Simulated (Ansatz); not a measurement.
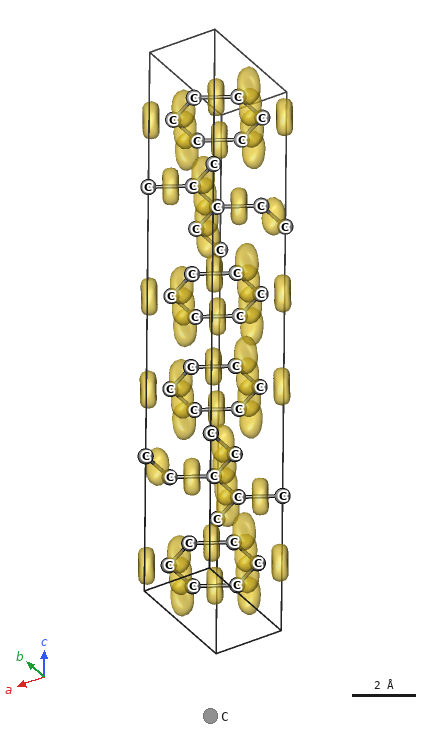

C. Isosurface of the electron localisation function at 0.8 (yellow), seen at an oblique angle. Core shells and regions of very low density are left out. Sticks mark near contacts.

Space group C2/c; a structure from a database of computed crystals, not necessarily the ambient phase; changed on purpose from its base cell (strain -0.0100 x Voigt [0, 0, 0, 0, 1, 0], atoms carried along).

These are results of DFT PBE+D3(BJ), scalar-relativistic, plane waves, PAW (Ansatz 0.2.0), not measurements.

In a PAW calculation such maps are meaningful between the atoms, not at the nuclei.

Identify the bonds, lone pairs and shells in this picture.

The ELF exceeds this value in 36 regions between bonded C–C atoms, counted in one cell of 24 atoms. Any copies at cell faces, edges or corners count once. Along the contacts the grid gives the following. C–C (1.42 Å): the ELF peaks at about 0.95 between the atoms.

Does the calculation make it a metal, or give it a gap?

It is metallic or semimetallic at this level of theory: no gap opens.
